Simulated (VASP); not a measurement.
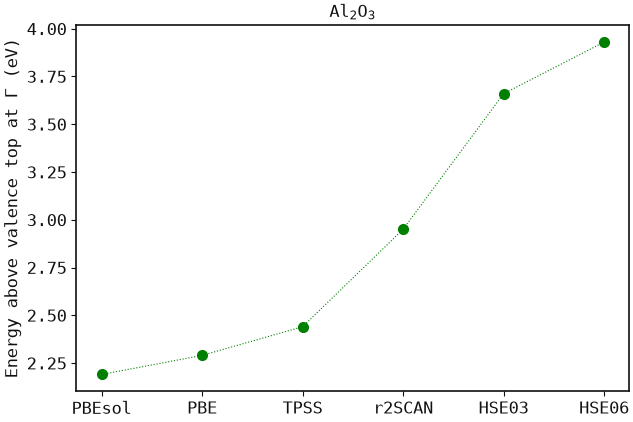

Lowest conduction level at Γ, counted from the valence-band top at Γ, by several methods on one cell of Al₂O₃, space group P-3m1 (No. 164), 5 atoms in the cell; a = 3.017 Å, c = 7.575 Å (hexagonal axes). All runs are without spin-orbit coupling and carry no moments.

Question: How do the methods rank at Γ?

Answer: From low to high: PBEsol 2.19, PBE 2.29, TPSS 2.44, r2SCAN 2.95, HSE03 3.66, HSE06 3.93 eV.

```
method  program  Γ (eV)
PBEsol     VASP    2.19
   PBE     VASP    2.29
  TPSS     VASP    2.44
r2SCAN     VASP    2.95
 HSE03     VASP    3.66
 HSE06     VASP    3.93
```

Settings. PBEsol: VASP PAW PBE potentials, release 54 (Al, O), 10×10×4 k mesh, 520 eV cutoff, Gaussian smearing of 0.02 eV (VASP). PBE: VASP PAW PBE potentials, release 64 (Al, O), 10×10×4 k mesh, 520 eV cutoff, Fermi-Dirac smearing of 0.05 eV (VASP 6.6.1). TPSS: VASP PAW PBE potentials, release 64 (Al, O), 7×7×3 k mesh, 520 eV cutoff, Fermi-Dirac smearing of 0.05 eV (VASP 6.6.1). r2SCAN: VASP PAW PBE potentials, release 64 (Al, O), 7×7×3 k mesh, 520 eV cutoff, Fermi-Dirac smearing of 0.05 eV (VASP 6.6.1). HSE03: VASP PAW PBE potentials, release 64 (Al, O), 6×6×2 k mesh, 520 eV cutoff, Gaussian smearing of 0.02 eV (VASP). HSE06: VASP PAW PBE potentials, release 64 (Al, O), 6×6×2 k mesh, 520 eV cutoff, Gaussian smearing of 0.02 eV (VASP 6.6.1).

These are six of the 15 methods that were run on this cell. The usual form of Al2O3 is corundum. PBEsol, TPSS, r2SCAN, HSE03 and HSE06: the PAW data sets were made with another functional. LDA, GGA and most meta-GGA functionals understate gaps. HSE03 and HSE06: the k mesh is thin for exact exchange.
